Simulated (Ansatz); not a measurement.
## Electronic structure of ZrSi2 in real space

The calculation's input:

```
crystal:
  lattice:
    - [1.8371292758, -7.2829450158, 0.0]
    - [1.8371292758, 7.2829450158, 0.0]
    - [0.0, 0.0, 3.656765576]
  atoms:
    - { symbol: Zr, position: [0.8952826021, 0.1047173979, 0.75] }
    - { symbol: Zr, position: [0.1047173979, 0.8952826021, 0.25] }
    - { symbol: Si, position: [0.5539585034, 0.4460414966, 0.75] }
    - { symbol: Si, position: [0.4460414966, 0.5539585034, 0.25] }
    - { symbol: Si, position: [0.2433664353, 0.7566335647, 0.75] }
    - { symbol: Si, position: [0.7497682101, 0.2502317899, 0.25] }
basis:
  ecutwfc: 420
kpoints:
  mp_grid: { grid: [14, 14, 14] }
hamiltonian:
  xc: pbesol
scf:
  occupations: { method: gaussian, width: 0.15 }
output:
  forces: true
  stress: true
  eigenvalues: true
  write_density: true
  write_potential: true
  elf: true
  volumetric_format: npy
```

Command:

```sh
ansatz run input.yaml --threads 1 --pin off --max-ram 2560MiB --backend cpu --events-out ev --progress --plain --runs-dir out
```

Below, planes, directions and counts refer to the conventional cell (a = 3.66 Å, b = 3.67 Å, c = 14.57 Å, α = 90.00°, β = 90.00°, γ = 90.00°).

Space group Amm2; changed on purpose from its base cell (atom 5 (Si) moved +0.100 A along Cartesian [0 1 0]); not relaxed (largest force 0.9 eV/Å).

Method: Ansatz, DFT PBEsol, scalar-relativistic, plane waves, PAW.

In a PAW calculation such maps are meaningful between the atoms, not at the nuclei.

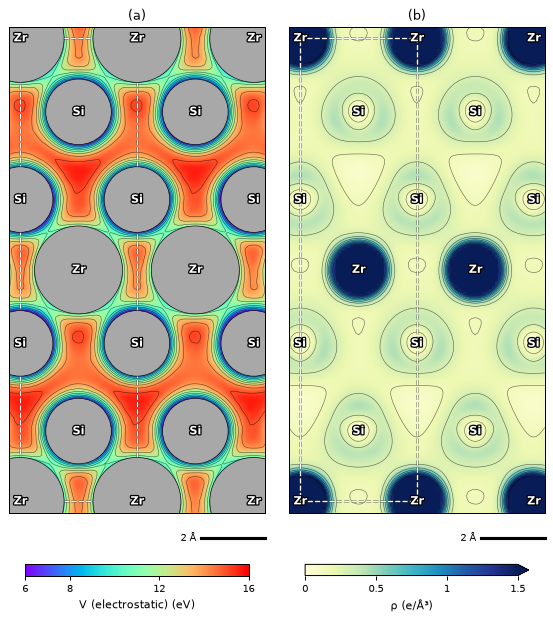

Figure 1. (a) electrostatic potential energy of an electron; (b) valence charge density (pseudo) on the (100) plane of the conventional cell. Grey discs cover the atomic cores in the potential map.

Read the bonding off the picture.

Answer.
- The section cuts through Zr and Si sites.
- Zr–Si (2.88 Å): ρ at the midpoint is about 0.26 e/Å³.
- Zr–Si (2.95 Å): ρ is about 0.22 e/Å³ halfway.
- Between the atoms the lowest density in this plane is 0.08 e/Å³.
- Outside the cores the potential energy rises away from the atoms and is highest about 1.9 Å from the nearest atoms; its zero is arbitrary.

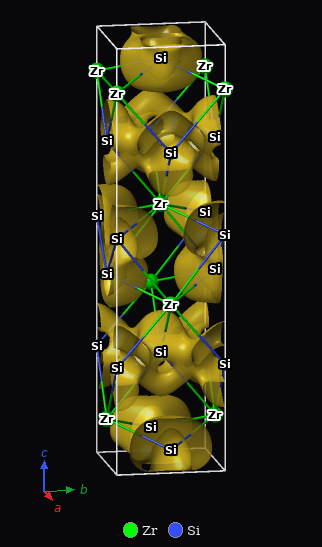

Figure 2. Isosurface of the electron localisation function at 0.6 (yellow), seen slightly off an axis. Only the valence region is drawn (cores and ρ < 0.01 e/Å³ removed). Sticks mark near contacts.

Describe the localisation domains.

Answer. The surface consists of channels that run through the cell in one direction and sheets that run through the cell in two directions, counted in one cell of 12 atoms. Any copies at cell faces, edges or corners count once. Profiles from the grid: Si–Si (2.41 Å): the ELF peaks at about 0.75 between the atoms. Zr–Si (2.70 Å): the ELF peaks at about 0.75 in the valence shell of Si, 0.9 Å from its nucleus, and is about 0.35 at the midpoint.

Metal or insulator at this level of theory?

Answer. It is metallic or semimetallic at this level of theory: no gap opens.
